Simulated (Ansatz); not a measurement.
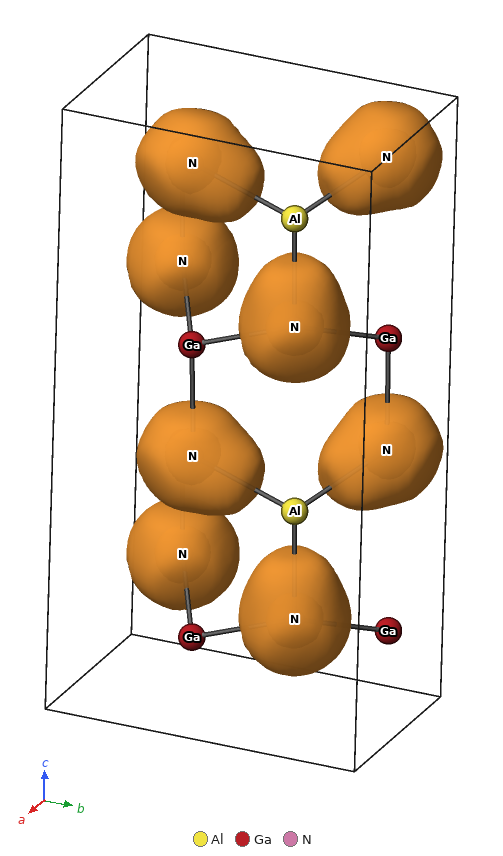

Figure 1: AlGa₃N₄. Isosurface of the electron localisation function at 0.7 (orange), seen at an oblique angle. Core shells and regions of very low density are left out. Sticks mark near contacts.

Space group P1; a structure from a database of computed crystals, not necessarily the ambient phase; not relaxed (largest force 1.0 eV/Å).

These are results of DFT PBEsol, scalar-relativistic, plane waves, PAW (Ansatz), not measurements.

Core electrons are frozen (PAW), and the valence fields are smoothed inside the atomic spheres.

Question: Where are the electrons localised?

Answer: At this value the surface marks out six regions on N in which the atom's valence shell and bonds are merged and two regions wrapped around N (the valence shell of each), counted in one cell of 16 atoms. Regions shared between cells count once.

Values along the shortest contacts:
Al–N (1.89 Å): the ELF peaks at about 0.90 between the atoms, as expected for a polar covalent bond. Ga–N (1.94 Å): the ELF peaks at about 0.85 in the valence shell of N, 0.7 Å from its nucleus, and is about 0.50 at the midpoint.
